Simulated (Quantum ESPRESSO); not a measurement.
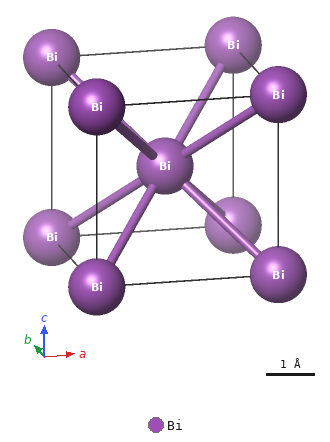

Figure 1. The structure as given in the input (ball-and-stick view of the cell 2 times as large as that of the calculation, set on its symmetry axes, seen slightly off an axis). An atom can appear more than once, as a periodic image. Near neighbours in the periodic cell (some may lie outside the picture): Bi has 8 Bi at 3.43 Å.

Band-structure run of Bi (part 1 of 2)

- system: Bi (Im-3m, 1 atom in the cell)
- method: Kohn-Sham DFT of a periodic cell, rPW86PBE with rVV10, SG15 PBE 1.2, no spin polarisation (Quantum ESPRESSO 7.5)

The structure derives from a Materials Project entry.

Input file
```
&CONTROL
  calculation = 'scf'
  prefix = 'pwscf'
  outdir = './tmp'
  pseudo_dir = './pseudo'
  tprnfor = .true.
  tstress = .true.
  disk_io = 'low'
/
&SYSTEM
  ibrav = 0
  A = 3.43193835
  nat = 1
  ntyp = 1
  ecutwfc = 66
  nbnd = 13
  input_dft = 'rvv10'
  occupations = 'smearing'
  smearing = 'fd'
  degauss = 0.00367493
/
&ELECTRONS
  conv_thr = 2d-10
  electron_maxstep = 120
  mixing_beta = 0.5
/
ATOMIC_SPECIES
Bi   208.9804 Bi_ONCV_PBE-1.2.upf
CELL_PARAMETERS alat
  -0.5773502697    0.5773502697    0.5773502697
   0.5773502697   -0.5773502697    0.5773502697
   0.5773502697    0.5773502697   -0.5773502697
ATOMIC_POSITIONS alat
Bi     0.0000000000    0.0000000000    0.0000000000
K_POINTS automatic
9 9 9 0 0 0
```

File pp_density.in
```
&INPUTPP
  prefix = 'pwscf'
  outdir = './tmp'
  filplot = 'density.dat'
  plot_num = 0
/
&PLOT
  nfile = 1
  filepp(1) = 'density.dat'
  iflag = 3
  output_format = 6
  fileout = 'density.cube'
/
```

File pp_potential.in
```
&INPUTPP
  prefix = 'pwscf'
  outdir = './tmp'
  filplot = 'potential.dat'
  plot_num = 11
/
&PLOT
  nfile = 1
  filepp(1) = 'potential.dat'
  iflag = 3
  output_format = 6
  fileout = 'potential.cube'
/
```

File pp_elf.in
```
&INPUTPP
  prefix = 'pwscf'
  outdir = './tmp'
  filplot = 'elf.dat'
  plot_num = 8
/
&PLOT
  nfile = 1
  filepp(1) = 'elf.dat'
  iflag = 3
  output_format = 6
  fileout = 'elf.cube'
/
```

File bands.in
```
&CONTROL
  calculation = 'bands'
  prefix = 'pwscf'
  outdir = './tmp'
  pseudo_dir = './pseudo'
  disk_io = 'low'
  verbosity = 'high'
/
&SYSTEM
  ibrav = 0
  A = 3.43193835
  nat = 1
  ntyp = 1
  ecutwfc = 66
  nbnd = 13
  input_dft = 'rvv10'
  occupations = 'smearing'
  smearing = 'fd'
  degauss = 0.00367493
/
&ELECTRONS
  conv_thr = 1d-08
  electron_maxstep = 120
  mixing_beta = 0.5
  diago_full_acc = .true.
  startingwfc = 'random'
/
ATOMIC_SPECIES
Bi   208.9804 Bi_ONCV_PBE-1.2.upf
CELL_PARAMETERS alat
  -0.5773502697    0.5773502697    0.5773502697
   0.5773502697   -0.5773502697    0.5773502697
   0.5773502697    0.5773502697   -0.5773502697
ATOMIC_POSITIONS alat
Bi     0.0000000000    0.0000000000    0.0000000000
K_POINTS crystal
60
 0.0000000000  0.0000000000  0.0000000000 1
 0.0416666667 -0.0416666667  0.0416666667 1
 0.0833333333 -0.0833333333  0.0833333333 1
 0.1250000000 -0.1250000000  0.1250000000 1
 0.1666666667 -0.1666666667  0.1666666667 1
 0.2083333333 -0.2083333333  0.2083333333 1
 0.2500000000 -0.2500000000  0.2500000000 1
 0.2916666667 -0.2916666667  0.2916666667 1
 0.3333333333 -0.3333333333  0.3333333333 1
 0.3750000000 -0.3750000000  0.3750000000 1
 0.4166666667 -0.4166666667  0.4166666667 1
 0.4583333333 -0.4583333333  0.4583333333 1
 0.5000000000 -0.5000000000  0.5000000000 1
 0.4375000000 -0.4375000000  0.5000000000 1
 0.3750000000 -0.3750000000  0.5000000000 1
 0.3125000000 -0.3125000000  0.5000000000 1
 0.2500000000 -0.2500000000  0.5000000000 1
 0.1875000000 -0.1875000000  0.5000000000 1
 0.1250000000 -0.1250000000  0.5000000000 1
 0.0625000000 -0.0625000000  0.5000000000 1
 0.0000000000  0.0000000000  0.5000000000 1
 0.0000000000  0.0000000000  0.4444444444 1
 0.0000000000  0.0000000000  0.3888888889 1
 0.0000000000  0.0000000000  0.3333333333 1
 0.0000000000  0.0000000000  0.2777777778 1
 0.0000000000  0.0000000000  0.2222222222 1
 0.0000000000  0.0000000000  0.1666666667 1
 0.0000000000  0.0000000000  0.1111111111 1
 0.0000000000  0.0000000000  0.0555555556 1
 0.0000000000  0.0000000000  0.0000000000 1
 0.0227272727  0.0227272727  0.0227272727 1
 0.0454545455  0.0454545455  0.0454545455 1
 0.0681818182  0.0681818182  0.0681818182 1
 0.0909090909  0.0909090909  0.0909090909 1
 0.1136363636  0.1136363636  0.1136363636 1
 0.1363636364  0.1363636364  0.1363636364 1
 0.1590909091  0.1590909091  0.1590909091 1
 0.1818181818  0.1818181818  0.1818181818 1
 0.2045454545  0.2045454545  0.2045454545 1
 0.2272727273  0.2272727273  0.2272727273 1
 0.2500000000  0.2500000000  0.2500000000 1
 0.2708333333  0.1875000000  0.2708333333 1
 0.2916666667  0.1250000000  0.2916666667 1
 0.3125000000  0.0625000000  0.3125000000 1
 0.3333333333  0.0000000000  0.3333333333 1
 0.3541666667 -0.0625000000  0.3541666667 1
 0.3750000000 -0.1250000000  0.3750000000 1
 0.3958333333 -0.1875000000  0.3958333333 1
 0.4166666667 -0.2500000000  0.4166666667 1
 0.4375000000 -0.3125000000  0.4375000000 1
 0.4583333333 -0.3750000000  0.4583333333 1
 0.4791666667 -0.4375000000  0.4791666667 1
 0.5000000000 -0.5000000000  0.5000000000 1
 0.2500000000  0.2500000000  0.2500000000 1
 0.2083333333  0.2083333333  0.2916666667 1
 0.1666666667  0.1666666667  0.3333333333 1
 0.1250000000  0.1250000000  0.3750000000 1
 0.0833333333  0.0833333333  0.4166666667 1
 0.0416666667  0.0416666667  0.4583333333 1
 0.0000000000  0.0000000000  0.5000000000 1
```

Command:
```bash
OMP_NUM_THREADS=1 pw.x -in pw.in > pw.out
OMP_NUM_THREADS=1 pp.x -in pp_density.in > pp_density.out
OMP_NUM_THREADS=1 pp.x -in pp_potential.in > pp_potential.out
OMP_NUM_THREADS=1 pp.x -in pp_elf.in > pp_elf.out
OMP_NUM_THREADS=1 pw.x -in bands.in > bands.out
```

The program's output
```
This program is part of the open-source Quantum ESPRESSO suite
     for quantum simulation of materials; please cite
         "P. Giannozzi et al., J. Phys.:Condens. Matter 21 395502 (2009);
         "P. Giannozzi et al., J. Phys.:Condens. Matter 29 465901 (2017);
         "P. Giannozzi et al., J. Chem. Phys. 152 154105 (2020);
          URL
     in publications or presentations arising from this work. More details at

     IMPORTANT: XC functional enforced from input :
     Exchange-correlation= RVV10
                           (   1   4  13   4  26   0   0)
     Any further DFT definition will be discarded
     Please, verify this is what you really want

     Message from routine setup:
     using ibrav=0 with symmetry is DISCOURAGED, use correct ibrav instead

     G-vector sticks info
     --------------------
     sticks:   dense  smooth     PW     G-vecs:    dense   smooth      PW
     Sum         841     841    261                15299    15299    2587

     Using Slab Decomposition

     bravais-lattice index     =            0
     lattice parameter (alat)  =       6.4854  a.u.
     unit-cell volume          =     209.9874 (a.u.)^3
     number of atoms/cell      =            1
     number of atomic types    =            1
     number of electrons       =        15.00
     number of Kohn-Sham states=           13
     kinetic-energy cutoff     =      66.0000  Ry
     charge density cutoff     =     264.0000  Ry
     scf convergence threshold =      2.0E-10
     mixing beta               =       0.5000
     number of iterations used =            8  plain     mixing
     Exchange-correlation= RVV10
                           (   1   4  13   4  26   0   0)

     celldm(1)=   6.485424  celldm(2)=   0.000000  celldm(3)=   0.000000
     celldm(4)=   0.000000  celldm(5)=   0.000000  celldm(6)=   0.000000

     crystal axes: (cart. coord. in units of alat)
               a(1) = (  -0.577350   0.577350   0.577350 )
               a(2) = (   0.577350  -0.577350   0.577350 )
               a(3) = (   0.577350   0.577350  -0.577350 )

     reciprocal axes: (cart. coord. in units 2 pi/alat)
               b(1) = ( -0.000000  0.866025  0.866025 )
               b(2) = (  0.866025 -0.000000  0.866025 )
               b(3) = (  0.866025  0.866025  0.000000 )

     PseudoPot. # 1 for Bi read from file:
     Bi_ONCV_PBE-1.2.upf
     Pseudo is Norm-conserving, Zval = 15.0
     Generated using ONCVPSP code by D. R. Hamann
     Using radial grid of  602 points,  8 beta functions with:
                l(1) =   0
                l(2) =   0
                l(3) =   1
                l(4) =   1
                l(5) =   2
                l(6) =   2
                l(7) =   3
                l(8) =   3

     atomic species   valence    mass     pseudopotential
     Bi               15.00   208.98040     Bi( 1.00)

     48 Sym. Ops., with inversion, found

   Cartesian axes

     site n.     atom                  positions (alat units)
         1        Bi     tau(   1) = (   0.0000000   0.0000000   0.0000000  )

     number of k points=    35  Fermi-Dirac smearing, width (Ry)=  0.0037
                       cart. coord. in units 2pi/alat
        k(    1) = (   0.0000000   0.0000000   0.0000000), wk =   0.0027435
        k(    2) = (   0.0962250   0.0962250   0.0000000), wk =   0.0329218
        k(    3) = (   0.1924501   0.1924501   0.0000000), wk =   0.0329218
        k(    4) = (   0.2886751   0.2886751   0.0000000), wk =   0.0329218
        k(    5) = (   0.3849002   0.3849002   0.0000000), wk =   0.0329218
        k(    6) = (   0.1924501   0.0962250   0.0962250), wk =   0.0658436
        k(    7) = (   0.2886751   0.1924501   0.0962250), wk =   0.1316872
        k(    8) = (   0.3849002   0.2886751   0.0962250), wk =   0.1316872
        k(    9) = (   0.4811252   0.3849002   0.0962250), wk =   0.0658436
        k(   10) = (   0.3849002   0.1924501   0.1924501), wk =   0.0658436
        k(   11) = (   0.4811252   0.2886751   0.1924501), wk =   0.1316872
        k(   12) = (   0.5773503   0.2886751   0.2886751), wk =   0.0219479
        k(   13) = (   0.1924501   0.1924501   0.1924501), wk =   0.0219479
        k(   14) = (   0.2886751   0.2886751   0.1924501), wk =   0.0658436
        k(   15) = (   0.3849002   0.3849002   0.1924501), wk =   0.0658436
        k(   16) = (  -0.0000000  -0.0000000   0.1924501), wk =   0.0164609
        k(   17) = (   0.3849002   0.2886751   0.2886751), wk =   0.0658436
        k(   18) = (   0.4811252   0.3849002   0.2886751), wk =   0.0658436
        k(   19) = (   0.0000000  -0.0962250   0.2886751), wk =   0.0658436
        k(   20) = (  -0.0000000  -0.1924501   0.3849002), wk =   0.0658436
        k(   21) = (   0.0962250  -0.0962250   0.3849002), wk =   0.0658436
        k(   22) = (   0.0000000  -0.2886751   0.4811252), wk =   0.0658436
        k(   23) = (   0.0962250  -0.1924501   0.4811252), wk =   0.1316872
        k(   24) = (  -0.7698004  -0.2886751  -0.2886751), wk =   0.0658436
        k(   25) = (  -0.6735753  -0.1924501  -0.2886751), wk =   0.0658436
        k(   26) = (   0.3849002   0.3849002   0.3849002), wk =   0.0219479
        k(   27) = (   0.0000000   0.0000000   0.3849002), wk =   0.0164609
        k(   28) = (  -0.0000000  -0.0962250   0.4811252), wk =   0.0658436
        k(   29) = (   0.0000000  -0.1924501   0.5773503), wk =   0.0658436
        k(   30) = (   0.0962250  -0.0962250   0.5773503), wk =   0.0658436
        k(   31) = (  -0.7698004  -0.1924501  -0.1924501), wk =   0.0658436
        k(   32) = (  -0.0000000  -0.0000000   0.5773503), wk =   0.0164609
        k(   33) = (   0.0000000  -0.0962250   0.6735753), wk =   0.0658436
        k(   34) = (  -0.7698004  -0.0962250  -0.0962250), wk =   0.0219479
        k(   35) = (   0.0000000   0.0000000   0.7698004), wk =   0.0164609

     Dense  grid:    15299 G-vectors     FFT dimensions: (  36,  36,  36)

     Initial potential from superposition of free atoms

     starting charge      14.9238, renormalised to      15.0000

Carrying out rVV10 run using the following parameters:
Nqs =      20    Nr_points =    1024   r_max =   100.000
b_value =  6.30000    beta =  0.00901
     q_mesh =  0.00010000  0.00030000  0.00058939  0.00100810
               0.00161396  0.00249058  0.00375900  0.00559430
               0.00824984  0.01209221  0.01765183  0.02569619
               0.03733578  0.05417739  0.07854596  0.11380545
               0.16482331  0.23864234  0.34545298  0.50000000

Gradients computed in Reciprocal space

     Starting wfcs are random

     Self-consistent Calculation

     iteration #  1     ecut=    66.00 Ry     beta= 0.50
     Davidson diagonalization with overlap
     ethr =  1.00E-02,  avg # of iterations =  7.5

     Threshold (ethr) on eigenvalues was too large:
     Diagonalizing with lowered threshold

     Davidson diagonalization with overlap
     ethr =  4.11E-05,  avg # of iterations =  5.2

     total energy              =    -136.03770829 Ry
     estimated scf accuracy    <       0.00392985 Ry

     iteration #  2     ecut=    66.00 Ry     beta= 0.50
     Davidson diagonalization with overlap
     ethr =  2.62E-05,  avg # of iterations =  2.0

     total energy              =    -136.03822032 Ry
     estimated scf accuracy    <       0.00028576 Ry

     iteration #  3     ecut=    66.00 Ry     beta= 0.50
     Davidson diagonalization with overlap
     ethr =  1.91E-06,  avg # of iterations =  4.3

     total energy              =    -136.03825873 Ry
     estimated scf accuracy    <       0.00003256 Ry

     iteration #  4     ecut=    66.00 Ry     beta= 0.50
     Davidson diagonalization with overlap
     ethr =  2.17E-07,  avg # of iterations =  1.9

     total energy              =    -136.03826086 Ry
     estimated scf accuracy    <       0.00000012 Ry

     iteration #  5     ecut=    66.00 Ry     beta= 0.50
     Davidson diagonalization with overlap
     ethr =  7.92E-10,  avg # of iterations =  2.1

     total energy              =    -136.03826093 Ry
     estimated scf accuracy    <       0.00000003 Ry

     iteration #  6     ecut=    66.00 Ry     beta= 0.50
     Davidson diagonalization with overlap
     ethr =  1.74E-10,  avg # of iterations =  2.0

     total energy              =    -136.03826093 Ry
     estimated scf accuracy    <          1.6E-09 Ry

     iteration #  7     ecut=    66.00 Ry     beta= 0.50
     Davidson diagonalization with overlap
     ethr =  1.06E-11,  avg # of iterations =  1.0

     total energy              =    -136.03826093 Ry
     estimated scf accuracy    <          9.7E-10 Ry

     iteration #  8     ecut=    66.00 Ry     beta= 0.50
     Davidson diagonalization with overlap
     ethr =  6.47E-12,  avg # of iterations =  2.0

     End of self-consistent calculation

          k = 0.0000 0.0000 0.0000 (  1865 PWs)   bands (ev):

   -10.5806 -10.5806 -10.5806 -10.4515 -10.4515  -0.9841  17.5574  17.5574
    17.5574  21.8426  23.1405  23.1405  23.1405

          k = 0.0962 0.0962 0.0000 (  1909 PWs)   bands (ev):

   -10.5852 -10.5728 -10.5567 -10.4568 -10.4524  -0.7609  15.6096  16.9344
    17.3658  21.4754  22.2139  22.8827  23.3525

          k = 0.1925 0.1925 0.0000 (  1910 PWs)   bands (ev):

   -10.5967 -10.5569 -10.4954 -10.4668 -10.4547  -0.1087  12.5273  15.7424
    16.8716  20.0302  21.2380  23.0261  24.5378

          k = 0.2887 0.2887 0.0000 (  1912 PWs)   bands (ev):

   -10.6098 -10.5507 -10.4675 -10.4572 -10.4247   0.8829   9.7231  14.7134
    16.3342  19.1257  20.5852  23.8265  25.3290

          k = 0.3849 0.3849 0.0000 (  1904 PWs)   bands (ev):

   -10.6183 -10.5548 -10.4605 -10.4588 -10.3779   1.8507   7.8125  14.1451
    16.0063  18.6944  20.2617  24.7949  26.0781

          k = 0.1925 0.0962 0.0962 (  1912 PWs)   bands (ev):

   -10.5854 -10.5688 -10.5135 -10.4649 -10.4541  -0.3227  13.5448  15.7959
    16.6996  21.2168  21.4125  23.1581  24.0669

          k = 0.2887 0.1925 0.0962 (  1915 PWs)   bands (ev):

   -10.5948 -10.5527 -10.4720 -10.4596 -10.4508   0.5068  10.9938  14.2744
    16.0308  20.3117  21.7003  22.9633  25.8752

          k = 0.3849 0.2887 0.0962 (  1904 PWs)   bands (ev):

   -10.6047 -10.5465 -10.4666 -10.4607 -10.4014   1.5383   8.7368  13.3230
    15.5338  19.7167  21.7248  23.5168  26.2483

          k = 0.4811 0.3849 0.0962 (  1900 PWs)   bands (ev):
```
